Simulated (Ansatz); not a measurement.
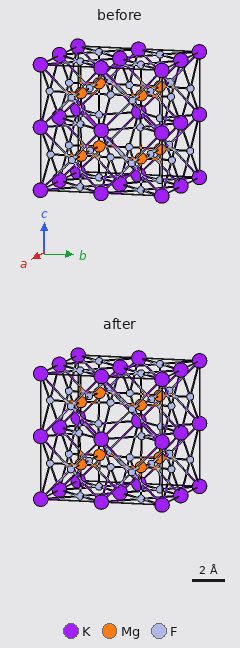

The structure of a defect cell of composition K7Mg8F24 (cell charge −1) before (top) and after (bottom) a relaxation, at one scale.

A ball-and-stick model of the cell of the calculation, seen slightly off an axis.

These are results of DFT, PBEsol, PAW, plane waves (Ansatz 0.2.0), not measurements.

The input:
```yaml
crystal:
  lattice:
    - [7.982544, 0.000000, 0.000000]
    - [0.000000, 7.982544, 0.000000]
    - [0.000000, 0.000000, 7.982544]
  atoms:
    - { symbol: K, position: [0.000692, 0.997806, 0.998996] }
    - { symbol: K, position: [0.000854, 0.997812, 0.500698] }
    - { symbol: K, position: [0.003003, 0.497849, 0.997002] }
    - { symbol: K, position: [0.003349, 0.500642, 0.498669] }
    - { symbol: K, position: [0.496906, 0.999068, 0.004612] }
    - { symbol: K, position: [0.498995, 0.996863, 0.507839] }
    - { symbol: K, position: [0.500826, 0.498005, 0.998500] }
    - { symbol: Mg, position: [0.248661, 0.248826, 0.248221] }
    - { symbol: Mg, position: [0.253884, 0.249410, 0.751706] }
    - { symbol: Mg, position: [0.248573, 0.750551, 0.249391] }
    - { symbol: Mg, position: [0.250773, 0.749503, 0.749383] }
    - { symbol: Mg, position: [0.751459, 0.256670, 0.249484] }
    - { symbol: Mg, position: [0.750050, 0.254987, 0.748701] }
    - { symbol: Mg, position: [0.749131, 0.748290, 0.250186] }
    - { symbol: Mg, position: [0.746120, 0.750694, 0.752071] }
    - { symbol: F, position: [0.246978, 0.247451, 0.000765] }
    - { symbol: F, position: [0.249557, 0.248024, 0.500573] }
    - { symbol: F, position: [0.246070, 0.749554, 0.002869] }
    - { symbol: F, position: [0.248158, 0.748878, 0.496304] }
    - { symbol: F, position: [0.750670, 0.248689, 0.000143] }
    - { symbol: F, position: [0.749788, 0.250609, 0.499925] }
    - { symbol: F, position: [0.747705, 0.746924, 0.997343] }
    - { symbol: F, position: [0.751706, 0.744758, 0.497907] }
    - { symbol: F, position: [0.996207, 0.255107, 0.250879] }
    - { symbol: F, position: [0.000634, 0.252271, 0.747685] }
    - { symbol: F, position: [0.998952, 0.748812, 0.248203] }
    - { symbol: F, position: [0.000851, 0.755280, 0.747800] }
    - { symbol: F, position: [0.499457, 0.251345, 0.252898] }
    - { symbol: F, position: [0.501208, 0.249532, 0.750125] }
    - { symbol: F, position: [0.497527, 0.749982, 0.248404] }
    - { symbol: F, position: [0.501381, 0.749265, 0.749099] }
    - { symbol: F, position: [0.253402, 0.001194, 0.247292] }
    - { symbol: F, position: [0.253151, 0.003148, 0.744573] }
    - { symbol: F, position: [0.245974, 0.494796, 0.254506] }
    - { symbol: F, position: [0.250043, 0.498225, 0.750033] }
    - { symbol: F, position: [0.751270, 0.003675, 0.247999] }
    - { symbol: F, position: [0.752554, 0.996635, 0.752523] }
    - { symbol: F, position: [0.750843, 0.496642, 0.247920] }
    - { symbol: F, position: [0.751060, 0.498245, 0.747290] }
  symmetry: { detect: false }
kpoints:
  mp_grid: { grid: [1, 1, 1], shift: [0.25, 0.25, 0.25] }
hamiltonian:
  xc: pbesol
total_charge: -1
scf:
  occupations: { method: fermi_dirac, width: 0.01 }
relax:
  f_tol: 0.03
  max_steps: 80
  escape_saddle: false
  adjacent_minimum: "off"
output:
  forces: true
  eigenvalues: true
  populations: true
  charged_corrections: { epsilon: 7 }
```

Command:
```bash
ansatz run in.yaml --threads 8 --pin off --max-ram 118750MiB --runs-dir r --events-out ev --progress --plain --backend cuda --devices 0, --max-vram 170GiB
```

**Describe what moved and what it gained.**

Over 3 geometry steps the energy falls by 0.473 eV per cell of the calculation. Largest force component: 0.81 eV/Å at the start, 0.015 eV/Å at the end. F28 moves most: 0.11 Å along [0 −1 −1]. Largest moves by element: F 0.11 Å, K 0.07 Å, Mg 0.05 Å. The cell doesn't change. Among the contacts that change: K6–F33 2.725 → 2.835 Å, K5–F29 2.850 → 2.745 Å, K5–F31 2.853 → 2.748 Å, K2–F21 2.844 → 2.743 Å. Among the angles between lasting bonds that change: F23–Mg15–F39 87.6° → 94.2°, Mg10–F30–Mg14 179.3° → 173.9°, F21–Mg12–F28 88.8° → 94.2°.

Limits of the set-up: the periodic images lie only 8.0 Å apart, so the values are limited by the cell's size; the cell is charged, on a uniform background, and energies carry no finite-size correction.
